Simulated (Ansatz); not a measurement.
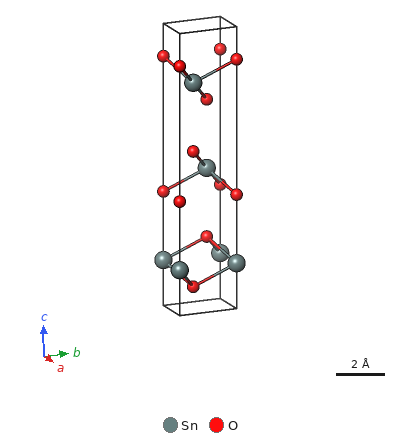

*The structure as given in the input (ball-and-stick view of the cell of the calculation, set on other vectors, seen slightly off an axis). An atom can appear more than once, as a periodic image.*

Near neighbours in the periodic cell (some may lie outside the picture): Sn has 6 O at 2.08 Å; O has 3 Sn at 2.08 Å.

**Single-point calculation of SnO2**

The run: single-point calculation of SnO2 (9 atoms in the cell). Method and program: DFT LDA+D3(BJ), scalar-relativistic, plane waves, PAW, PAW set soft_1, no spin polarisation (Ansatz 0.2.0).

The structure derives from a Materials Project entry.

## The program's output
```
Warning: [file] the record states the generating functional pbe (its physics header spells it `PBE`), which answers neither for hamiltonian.xc's functional nor for the lda family's — results may be inconsistent (PPs are generated against a specific XC)
Warning: [file] the record states the generating functional pbe (its physics header spells it `PBE`), which answers neither for hamiltonian.xc's functional nor for the lda family's — results may be inconsistent (PPs are generated against a specific XC)
Warning: the engine holds no damping parameters fitted to this dispersion correction and functional, so the run takes those fitted to pbe (hamiltonian.dispersion, under Limitations)
Engine: ansatz 0.2.0, aarch64-unknown-linux-gnu
Pseudopotentials: kind: paw
Pseudopotential: Sn, paw, valence charge 14, recommended cutoff 420 eV (normal), [file]
Pseudopotential: O, paw, valence charge 6, recommended cutoff 420 eV (normal), [file]
Functional definition: SPW92
  exchange = slater_x
  correlation = pw_c
Crystal: 9 atoms, lattice volume = 106.719 Å³
Basis set: ecut = 520 eV, 2823 PW (Γ)
Bands: 48, of which v1, the nominal top of the filled ones, is band 39 counted from 1 (38 counted from 0)
Symmetry: 12 space group operations
Space group: P-3m1 (ITA 164), of the structure as read, at distance tolerance 4.7e-5 Å
k-points: 36 of 300
Non-local potential: Sn, projectors of the file, l = 0: 2, l = 1: 2, l = 2: 2, l = 3: 1
Non-local potential: O, projectors of the file, l = 0: 2, l = 1: 2, l = 2: 1
PAW form: soft (Blöchl's): semilocal exchange-correlation on the pseudo side does not see the compensation charge
PAW frozen core: Sn, regenerated for the run's functional, and the local potential with it (the file was generated under x = pbe(κ = 0.804, μ = 0.2195149727645171), c = pbe(β = 0.06672455060314922))
PAW frozen core: O, regenerated for the run's functional, and the local potential with it (the file was generated under x = pbe(κ = 0.804, μ = 0.2195149727645171), c = pbe(β = 0.06672455060314922))
PAW one-centre angular grid: Sn, 590 points (default); XC on 64 Gauss nodes
PAW one-centre angular grid: O, 110 points (default); XC on 64 Gauss nodes
Initial density: superposition of atomic densities (chi_scale 0.1, normalization cell, long waves kept (reshape's long-wave potential 0.05 eV rms))
Initial wavefunctions: pseudopotential atomic-orbital guess
Functional: x = slater, c = lda
SCF iter   1: F=—  HF=-20972.189088 eV  |F-HF|=—  |Δ(HF+E_count)|=         —  Δρ=6.47e-2  dr2=3.62e0  ethr=3.10e-3  ⟨swp⟩=6.3  Hψ=7258  notcnv=0  defer=3
preconditioner: auto → Resta (q_TF=auto, 2.589 Å⁻¹)  ε∞=3.6  [insulator: Δε(μ)=1.935 eV  Ē_g=19.521 eV  σ=0.050 eV  W_gap=1.00  n_scr=38 (ndim 8)  ℏωp=31.7 eV  f_vac=0.010  D(μ)=0.00/eV (n_scr^D=0)  ε∞_Penn≈3.6]
SCF iter   2: F=—  HF=-20971.331907 eV  |F-HF|=—  |Δ(HF+E_count)|=   8.57e-1  Δρ=3.29e-2  dr2=8.04e-1  ethr=3.10e-3  ⟨swp⟩=2.9  Hψ=3535  notcnv=0  defer=108
SCF iter   3: F=—  HF=-20971.101303 eV  |F-HF|=—  |Δ(HF+E_count)|=   2.31e-1  Δρ=9.48e-3  dr2=1.10e-1  ethr=1.03e-3  ⟨swp⟩=3.4  Hψ=3265  notcnv=0  defer=108
SCF iter   4: F=—  HF=-20971.072514 eV  |F-HF|=—  |Δ(HF+E_count)|=   2.88e-2  Δρ=2.60e-3  dr2=6.45e-3  ethr=1.41e-4  ⟨swp⟩=2.0  Hψ=2482  notcnv=0  defer=108
SCF iter   5: F=—  HF=-20971.073170 eV  |F-HF|=—  |Δ(HF+E_count)|=   6.56e-4  Δρ=1.63e-3  dr2=2.67e-3  ethr=8.27e-6  ⟨swp⟩=2.0  Hψ=2323  notcnv=0  defer=108
SCF iter   6: F=—  HF=-20971.073020 eV  |F-HF|=—  |Δ(HF+E_count)|=   1.49e-4  Δρ=6.23e-4  dr2=3.92e-4  ethr=3.42e-6  ⟨swp⟩=2.1  Hψ=2195  notcnv=0  defer=108
SCF iter   7: F=—  HF=-20971.073063 eV  |F-HF|=—  |Δ(HF+E_count)|=   4.31e-5  Δρ=1.37e-4  dr2=2.07e-5  ethr=5.03e-7  ⟨swp⟩=2.1  Hψ=1976  notcnv=0  defer=108
SCF iter   8: F=—  HF=-20971.073068 eV  |F-HF|=—  |Δ(HF+E_count)|=   5.01e-6  Δρ=3.57e-5  dr2=1.02e-6  ethr=2.65e-8  ⟨swp⟩=2.0  Hψ=2288  notcnv=0  defer=108
SCF iter   9: F=—  HF=-20971.073068 eV  |F-HF|=—  |Δ(HF+E_count)|=   6.03e-8  Δρ=1.33e-5  dr2=1.53e-7  ethr=1.31e-9  ⟨swp⟩=2.0  Hψ=2459  notcnv=0  defer=108
SCF iter  10: F=-20971.073068 eV  HF=-20971.073068 eV  |F-HF|=8.15e-10  |Δ(HF+E_count)|=   7.27e-9  Δρ=2.29e-6  dr2=5.50e-9  ethr=1.28e-10  ⟨swp⟩=16.9  Hψ=12792  notcnv=0
SCF 1 converged in 10 iterations: F = -20971.073068 eV  dr2 = 5.50e-9
  greatest PAW one-centre occupation: 0.997 electrons in one spin orbital (limit 2), on the Sn atom at site 0 (counted from 0), in its partial waves of l = 2
```

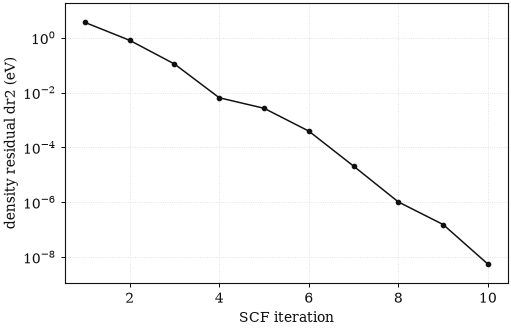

*Convergence of the self-consistent field: density residual dr2 against the SCF iteration.*

The residual falls at every step.

```
SCF converged after 10 iterations
Free energy (F): -20971.073068 eV
Harris-Foulkes:  -20971.073068 eV  (|F-HF|=8.15e-10)
Internal energy: -20971.073068 eV  (E = F + TS)
E sigma→0 (E₀):  -20971.073068 eV
Fermi energy:    9.974919 eV
--- Per-component energies (eV) ---
  E_band       = -183.564329
  E_kinetic    = 1525.518960
  E_local      = -4981.308313  (includes V_loc(G=0)·N_el)
  E_nonlocal   = 777.427711
  E_hartree    = 2270.389782
  E_xc         = -796.654919
  E_vxc        = -786.760693  (∫ρ·V_xc dr)
  E_paw        = -13598.892255  (= ΣΔE_a)
  E_vpaw       = -1259.222993  (= ΣTr[D̂ρ^β])
  E_aug_tail   = 0.001537  (compensation charges beyond the density's cutoff)
  E_ewald      = -6167.408216
  E_disp       = -2.003558  (pairwise vdW)
  E_core_change = 1.856202  (= ΣΔE_core)
  E_smearing   = -0.000000  (= −TS)
  E_closure    = 0.000000  (closes the sum)
  Σ components = -20971.073068   (vs F -20971.073068, Δ=0.00e0)
--- Forces (eV/Å), atoms counted from 1 ---
  atom   1  Sn     0.00000000    -0.00000000     0.00000000
  atom   2  Sn     0.00000000     0.00000000     0.08066572
  atom   3  Sn    -0.00000000    -0.00000000    -0.08066572
  atom   4  O      0.00000000    -0.00000000    -0.00368264
  atom   5  O      0.00000000     0.00000000     0.37220960
  atom   6  O     -0.00000000     0.00000000     0.00207441
  atom   7  O      0.00000000     0.00000000     0.00368264
  atom   8  O      0.00000000    -0.00000000    -0.00207441
  atom   9  O     -0.00000000    -0.00000000    -0.37220960
  max |Σ_I F_I| component: 2.76e-17 eV/Å
--- Stress (GPa, compression-positive) ---
       -1.272097       0.000000       0.000000
        0.000000      -1.272097       0.000000
        0.000000       0.000000      -0.755803
  P = ⅓ Tr σ = -1.1000 GPa (-11.000 kbar)
--- Band table (eV; the first three rows and the last of 36) ---
  k-point 0: bands = ["-11.1372", "-11.1208", "-11.1189", "-10.7951", "-10.7951", "-10.7805", "-10.7805", "-10.7800", "-10.7800", "-10.5377", "-10.5377", "-10.5256", "-10.5256", "-10.5253", "-10.5253", "-9.3948", "-9.0454", "-8.8811", "-7.3767", "-7.1765", "-6.7665", "4.9293", "5.3235", "5.3342", "7.1245", "7.1245", "7.2278", "7.2437", "7.2437", "7.4166", "7.5152", "7.5152", "7.6873", "7.6873", "7.8955", "7.8955", "7.9318", "7.9318", "9.1989", "10.7510", "12.5005", "12.8446", "14.4210", "14.9541", "15.1933", "19.5381", "19.5381", "20.0519"]
  k-point 1: bands = ["-11.1373", "-11.1206", "-11.1189", "-10.7950", "-10.7950", "-10.7807", "-10.7807", "-10.7798", "-10.7798", "-10.5377", "-10.5377", "-10.5257", "-10.5257", "-10.5252", "-10.5252", "-9.3660", "-9.1476", "-8.7902", "-7.4859", "-7.0333", "-6.8179", "4.9613", "5.1175", "5.5742", "6.8118", "7.1077", "7.1077", "7.2911", "7.2911", "7.4546", "7.4546", "7.7411", "7.7411", "7.8556", "7.8556", "7.9480", "7.9480", "8.0248", "8.7777", "11.1861", "11.9623", "13.1172", "14.5052", "14.7960", "15.2610", "19.5993", "19.5993", "19.8765"]
  k-point 2: bands = ["-11.0841", "-11.0674", "-11.0623", "-10.8855", "-10.8708", "-10.8686", "-10.7711", "-10.7566", "-10.7561", "-10.5613", "-10.5487", "-10.5481", "-10.5387", "-10.5265", "-10.5259", "-9.3309", "-8.9792", "-8.8204", "-7.1994", "-7.0069", "-6.6131", "4.8776", "4.9508", "5.0338", "6.3169", "6.6814", "6.7995", "6.8364", "7.0039", "7.0434", "7.1638", "7.4928", "7.8510", "7.8614", "7.9789", "8.0501", "8.1439", "8.3968", "9.1758", "11.4644", "12.7923", "13.0629", "14.8200", "15.2502", "15.4975", "18.8025", "19.5623", "19.7463"]
  k-point 35: bands = ["-11.3928", "-11.3751", "-11.3735", "-11.1714", "-11.1546", "-11.1538", "-10.5999", "-10.5861", "-10.5852", "-10.5682", "-10.5564", "-10.5550", "-10.5105", "-10.4991", "-10.4977", "-7.0273", "-6.9609", "-6.9032", "-6.3692", "-6.3034", "-6.2861", "1.7783", "1.9298", "1.9934", "4.2230", "4.6813", "4.8006", "4.8479", "5.2009", "5.3240", "5.9241", "6.2577", "6.3396", "8.2140", "8.5108", "8.6019", "8.6400", "8.8246", "8.8533", "15.1785", "15.2123", "15.2198", "18.2748", "18.3797", "18.5095", "19.1434", "19.3122", "19.4272"]
```

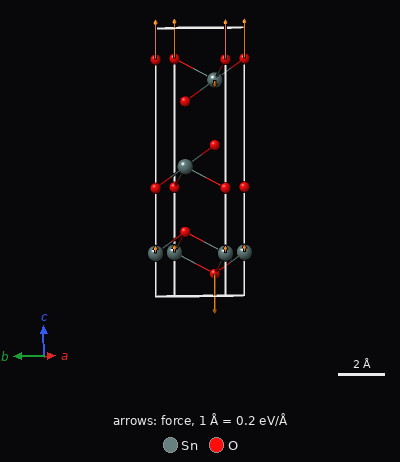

*Forces on the atoms as orange arrows (ball-and-stick view of the cell of the calculation, set on other vectors, seen at an oblique angle); the smallest are left out.*

The largest act on O5, O9 (0.37 eV/Å). Atoms are counted from 1 in the order of the input and aren't labelled in the picture. The geometry is not a stationary point of this energy.

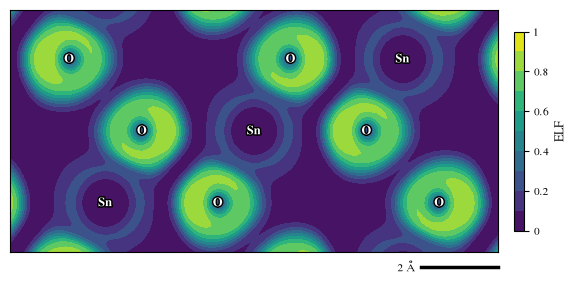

*ELF on the (110) plane of the conventional cell.*

The section cuts through Sn and O sites. Sn–O (2.08 Å): the ELF is about 0.30 at the midpoint. In a PAW calculation such maps are meaningful between the atoms, not at the nuclei.

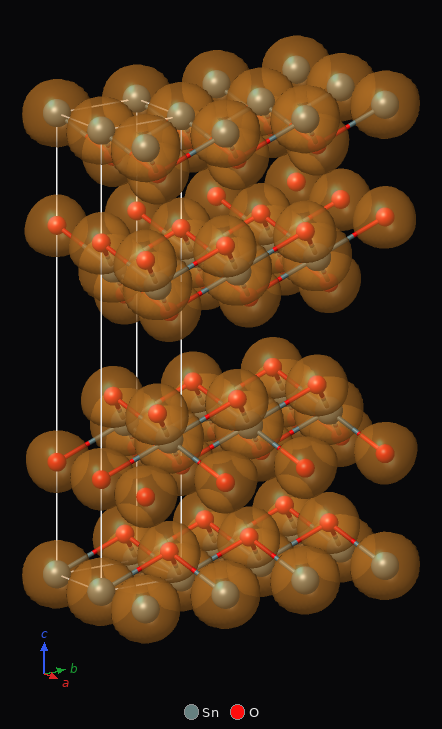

*Isosurface of the valence pseudo-density at 0.8 e/Å³ (orange), seen slightly off an axis. Sticks mark near contacts. The outline is the cell set on symmetry axes.*

At this value the density breaks into separate islands; it holds about 75 % of the electrons treated as valence (semicore included). It is pinched off along the Sn–O (2.08 Å) contacts. On the grid the lowest density along these lines, outside the cores, is 0.63 e/Å³ (Sn–O, 2.08 Å).

This output came from the following input.

## Input
```yaml
crystal:
  lattice:
    - [-3.2158867152, 0.0, 0.0]
    - [-1.6079433576, -2.7850395911, 0.0]
    - [0.0, 1.0e-10, 11.9154283105]
  atoms:
    - { symbol: Sn, position: [0.6666666667, 0.6666666667, 0.4831989318] }
    - { symbol: Sn, position: [0.0, 1.0, 0.1610555725] }
    - { symbol: Sn, position: [0.3333333333, 0.3333333333, 0.8053422911] }
    - { symbol: O, position: [0.6666666667, 0.6666666667, 0.2399154461] }
    - { symbol: O, position: [1.0, 1.0, 0.8842021647] }
    - { symbol: O, position: [0.3333333333, 0.3333333333, 0.5620588054] }
    - { symbol: O, position: [0.6666666667, 0.6666666667, 0.7264824175] }
    - { symbol: O, position: [1.0, 1.0, 0.4043390582] }
    - { symbol: O, position: [0.3333333333, 0.3333333333, 0.0821956989] }
basis:
  ecutwfc: 520.0
kpoints:
  mp_grid: { grid: [10, 10, 3] }
hamiltonian:
  xc: lda
  pseudopotentials: { kind: paw, azcp: { folder: soft_1 } }
  dispersion: d3bj
scf:
  occupations: { method: gaussian, width: 0.05 }
output:
  forces: true
  stress: true
  eigenvalues: true
  write_density: true
  write_potential: true
  elf: true
  volumetric_format: npy
```

Launched with:
```bash
ansatz run input.yaml --threads 2 --pin off --max-ram 4096MiB --backend cpu --events-out ev --progress --plain --runs-dir out
```

## Results in brief

| quantity | value |
| --- | --- |
| outcome | converged |
| space group (tolerance 0.01 Å) | P-3m1 (164) |
| electrons treated | 78 |
| free energy | −20971.0731 eV |
| Fermi energy | 9.975 eV |
| gap on the k-point mesh | 1.55 eV |
| pressure | −1.10 GPa |
| largest force (length of the vector) | 0.372 eV/Å |
| hardware | 2 threads of Arm Neoverse V1, 24 GiB of memory available, shared host |
| wall time | 12 s (CPU time 24 s) |
| peak memory | 0.48 GiB |

## Remarks

Notes on the run: the PAW datasets were made with another functional; the dispersion correction has no parameters fitted for this combination and takes those fitted for PBE.
